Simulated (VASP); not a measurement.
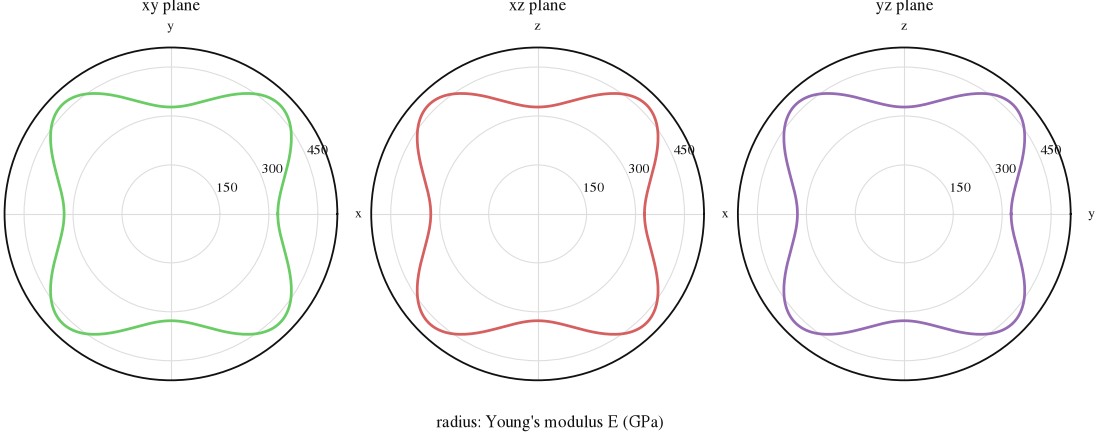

The figure shows the Young's modulus as a function of direction in the xy, xz and yz planes.

How it was computed, with VASP 6.6.1: plane-wave DFT, no spin polarisation; elastic constants in Voigt order on the axes of the given cell. Level: LDA.

Question: For which of these solids was it computed?
A. GaSb, F-43m (No. 216), 27.7 Å³/atom
B. AlP, F-43m (No. 216), 20.1 Å³/atom
C. SiC, F-43m (No. 216), 10.2 Å³/atom

Answer: C, SiC: E along x, y, z: 327, 327, 327 GPa. The others give: GaSb, E along x, y, z: 59.7, 59.7, 59.7 GPa; AlP, E along x, y, z: 85.4, 85.4, 85.4 GPa.

For AlP, limits of the calculation: lda forms differ.

For GaSb, limits of the calculation: lda forms differ.
